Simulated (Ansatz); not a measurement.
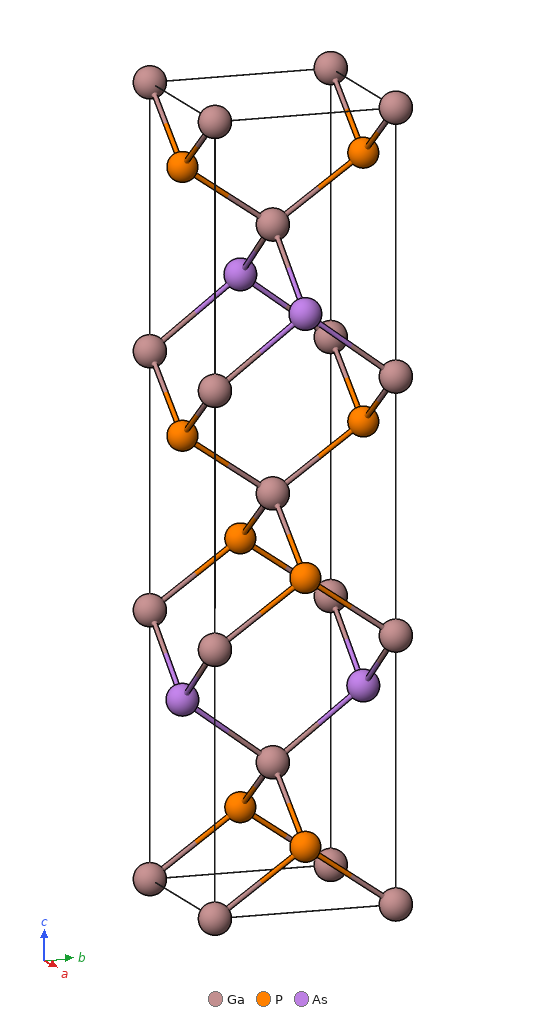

Shown here is a ball-and-stick view of the crystal, taken slightly off an axis. The frame is the conventional unit cell; atoms at its boundary are shown with their periodic copies. Cell: a = 3.95 Å, b = 3.95 Å, c = 16.77 Å, α = 90.00°, β = 90.00°, γ = 90.00°.

It goes back to a structure type filled with these elements by a generator (whether the compound takes this form wasn't checked). Earlier steps of the study, as a rule a relaxation of our own, may have changed the cell and positions, so they can lie some per cent off the listed ones. A calculation with Ansatz used it as input.

**Notes on the structure:**

Formula: Ga₃AsP₂. The atoms follow space group I-4m2 (No. 119); the Bravais lattice is body-centred tetragonal. Content of the cell: 6 Ga, 2 As, 4 P (Z = 2). P is linked to four Ga in a tetrahedral arrangement at about 2.4 Å. Each As atom has four Ga in a tetrahedral arrangement at about 2.5 Å around it. Ga takes two kinds of site: 2a with four P in a tetrahedral arrangement at about 2.4 Å; 4e with two P and two As in a tetrahedral arrangement (about 2.4 Å to P, 2.5 Å to As). The bonds build a three-dimensional framework.

Level of theory and settings: DFT PBE, scalar-relativistic, plane waves, PAW (Ansatz), E_cut = 420 eV, k-points about 0.23 Å⁻¹ apart, Gaussian smearing of 0.02 eV, no spin polarisation.

**What does the calculation say: metal or gapped?**

A semiconductor at this level, with a gap of 1.04 eV, direct.

**How charged are the atoms, by the Bader scheme?**

Ga +0.76 to +0.83 e; As -0.69 e; P -0.83 e.

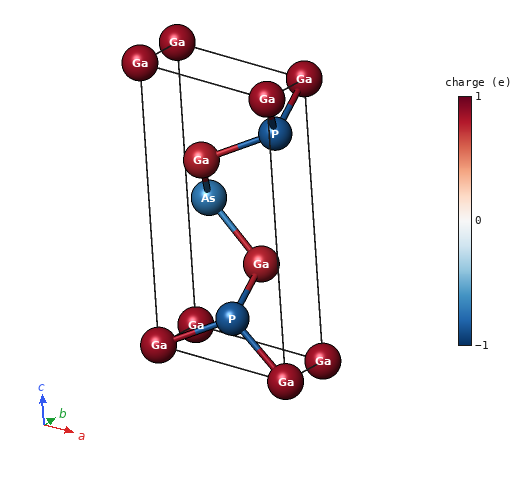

The atoms coloured by those charges. The run's cell of 6 atoms is drawn in a reduced setting, so axes and origin can differ from the first picture.

**Is this the optimised geometry for these settings?**

Yes. All forces vanish to within 0.01 eV/Å. The pressure is 0.0 GPa, close to zero.
